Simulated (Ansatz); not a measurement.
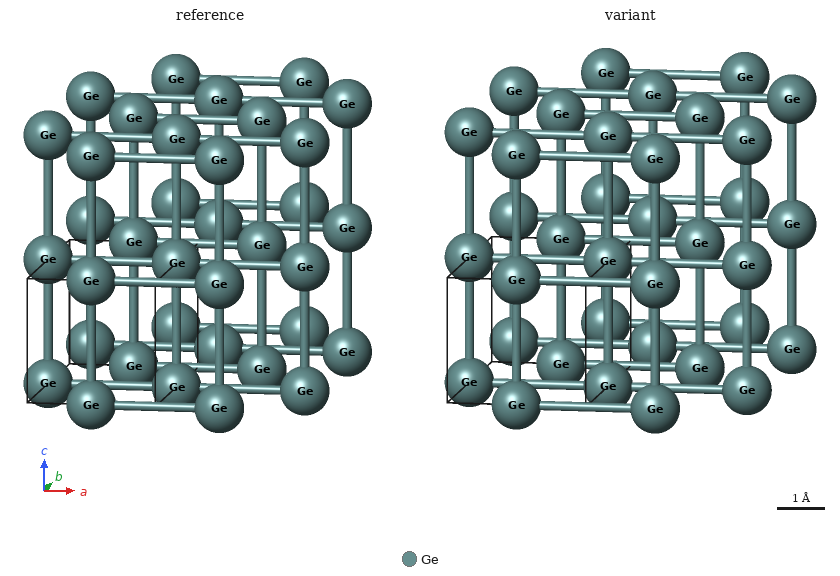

Left: a symmetric starting cell of Ge. Right: the same structure after one change, at the same scale. A ball-and-stick model of the conventional cell (2 times the calculation's cell), repeated 2 × 2 × 2 with one cell outlined, seen slightly off an axis. Lengths and directions refer to the drawn axes.

Computed with DFT PBEsol, scalar-relativistic, plane waves, PAW (Ansatz). Set-up: plane-wave cutoff 420 eV; k-point mesh 16 × 16 × 16; occupations gaussian; smearing width 0.1 eV; no spin polarisation.

> What was changed?

The cell is strained by +8.2 % along a, +5.4 % along b, +0.8 % along c (volume +14.9 %), the atoms keeping their fractional coordinates. No relaxation follows. The starting cell wasn't computed here and needn't be at equilibrium, so pressure and forces aren't due to the change alone.

> And its effect?

The pressure is −9.7 GPa (not all of it need come from the change, since the unchanged cell can be under pressure at this level too). The principal stresses (compression positive) are −6.0 GPa along c, −11.2 GPa along b, −12.0 GPa along a. All forces vanish by symmetry. Some distances before and after: Ge–Ge 2.794 → 3.024 Å, Ge–Ge 2.698 → 2.720 Å. The space group stays Cmmm (No. 65).
